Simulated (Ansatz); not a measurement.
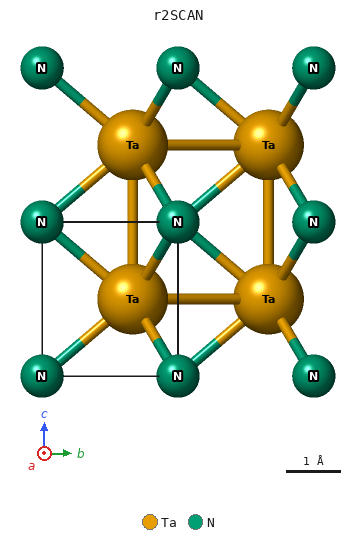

A crystal of TaN (set up in P-6m2), relaxed (cell and atoms) with several functionals. The picture shows the result with r2SCAN. A ball-and-stick model of the cell of the calculation, repeated 1 × 2 × 2 with one cell outlined, seen along the a axis.

Computed with Ansatz 0.2.0: Ansatz PAW. Settings: plane-wave cutoff 420 eV; k-point mesh 10 × 10 × 9; occupations fermi-dirac; smearing width 0.05 eV; no spin polarisation; cell and atoms relaxed; force threshold 0.01 eV/Å.

| functional | volume (Å³/atom) | a (Å) | c (Å) |
| --- | --- | --- | --- |
| PBE | ? | ? | ? |
| r2SCAN | 10.768 | 2.936 | 2.884 |
| PBEsol | 10.628 | 2.924 | 2.870 |
| LDA | 10.432 | 2.907 | 2.851 |

**Fill in the missing row.**

With PBE the volume is the largest of the series, above r2SCAN (10.768). The calculation gives 10.921 Å³/atom (a = 2.950 Å, c = 2.897 Å). In order of volume: LDA < PBEsol < r2SCAN < PBE; the spread is 4.7 %.

Each member starts from this one structure; whether another phase lies lower wasn't checked.
